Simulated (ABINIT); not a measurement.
# SrO (Fm-3m): least direct gap against volume

The cell of SrO (Fm-3m) is scaled evenly and the response computed anew at each volume, on one mesh.

Symmetry: Fm-3m, No. 225, cubic system. The conventional cell has a = 5.133 Å, b = 5.133 Å, c = 5.133 Å, α = 90.00°, β = 90.00°, γ = 90.00°. Sr on site b is surrounded by 6 O at 2.57 Å. O on site a is surrounded by 6 Sr at 2.57 Å.

Method: ABINIT 10.8.3, PBE, independent particles, k-mesh 11×11×11, Lorentzian half width 0.04 eV.

Launch of the response step: `optic optic.abi`. The series took 3.3 min in all, its band step included, on 4 threads of Arm Neoverse V2, with other jobs on the host.

| V/V₀ | V (Å³, primitive cell) | least direct gap (eV) |
| --- | --- | --- |
| 0.94 | 31.77 | 3.3523 |
| 0.97 | 32.79 | 3.3996 |
| 1.00 | 33.80 | 3.4379 |
| 1.03 | 34.82 | ? |
| 1.06 | 35.83 | 3.4920 |

For small changes the quantity should be close to linear in ln V.

Working, on the rows shown:

| x = ln(V/V₀) | y = least direct gap |
| --- | --- |
| -0.0618754 | 3.3523 |
| -0.0304592 | 3.3996 |
| 0 | 3.4379 |
| 0.0582689 | 3.492 |

Means: x̄ = -0.0085164, ȳ = 3.4204. Σ(x − x̄)(y − ȳ) = 0.009021, Σ(x − x̄)² = 0.007861. Slope = 0.009021 / 0.007861 = 1.147; intercept = ȳ − slope · x̄ = 3.4302. The line misses the rows shown by at most 0.0077 eV.

What does the fit predict for the withheld row, and how well does it do?

At x = 0.029559 the line gives y = 3.4641 eV. The run gave 3.4684 eV, so the interpolation is off by 0.0043 eV, 3 % of the range in the table.

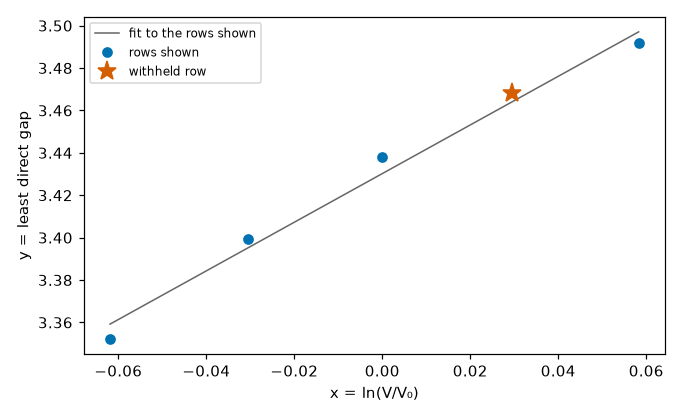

Between the rows on either side of x = 0 the slope is (3.4684 − 3.3996) / (0.029559 − (-0.030459)) = 1.146. That is a volume deformation potential of 1.1 eV: the least direct gap on this mesh narrows by 11 meV for each per cent of compression. The cell comes from an older database entry, whose edges can be off by a per cent or so. PBE gaps are as a rule too small. Spin-orbit coupling is left out.
